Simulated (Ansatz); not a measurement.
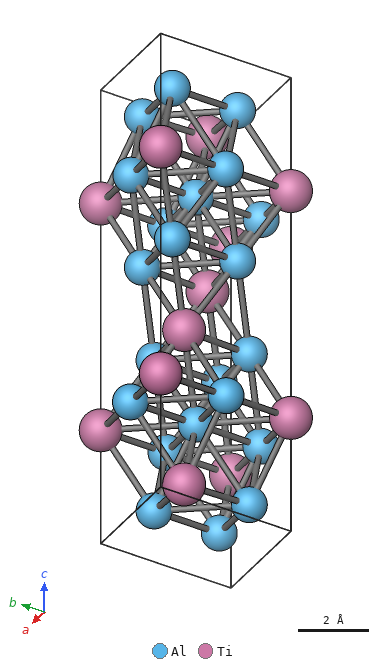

Ball-and-stick model, viewed from a general direction. The lines enclose the conventional unit cell; boundary atoms appear with their images.

What is this?

- The formula is TiAl3.
- The lattice is primitive hexagonal and the space group P6_3/mmc (No. 194).
- Atoms per cell: 24 (6 Ti, 18 Al).
- Around each Al lie eight Al and four Ti (about 2.8 Å to Al, 2.8 to 2.9 Å to Ti). Each Ti has twelve Al at about 2.8 to 2.9 Å.
- The bonds build a three-dimensional framework.

The structure was taken from a structure listed in the Materials Project. Earlier steps of the study, as a rule a relaxation of our own, may have changed the cell and positions, so they can lie some per cent off the listed ones. It was the input of a calculation with Ansatz.
